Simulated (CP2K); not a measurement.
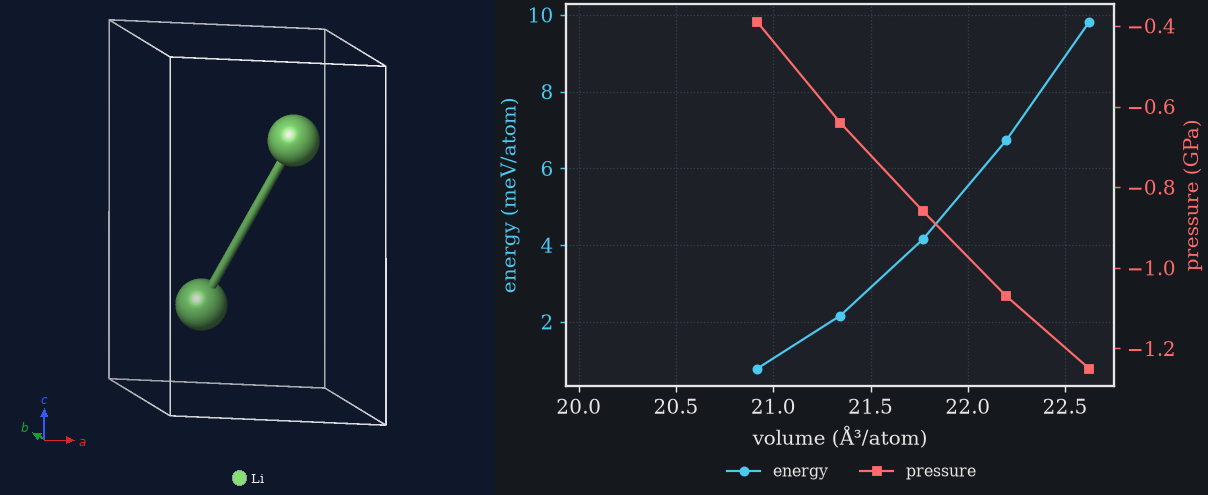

The picture above shows the energy and pressure against volume for Li, space group P6_3/mmc (No. 194). The conventional cell is drawn beside the plot.

Cell as given: a = 3.111 Å, b = 3.111 Å, c = 5.093 Å, α = 90.00°, β = 90.00°, γ = 120.00°; 2 atoms.

Calculation (CP2K 2026.2): DFT in Gaussian orbitals with a plane-wave density, no spin polarisation; energies at scaled volumes of the given cell, shape and fractions fixed, counted from the fit's minimum, third-order Birch-Murnaghan fit. Level: PBE.

- k mesh: 10×10×5
- occupations: Fermi–Dirac
- smearing width: 0.05 eV
- potentials: GTH PBE with UZH TZVP basis
- density cutoff: 6123 eV
- program settings: ngrids 4, basis sets Li TZVP-MOLOPT-PBE-GTH-q3, cutoff ry 450 Ry, rel cutoff ry 60 Ry

The points at volume 20.06 Å³/atom and 20.49 Å³/atom are left out of the plot. What values does the calculation give there?

```
volume (Å³/atom)  energy (meV/atom)  pressure (GPa)
           20.06               0.11            0.17
           20.49               0.08           -0.13
```

Limits of the calculation: shape and atomic fractions are frozen while scaling, which makes layered, chain and framework solids too stiff.
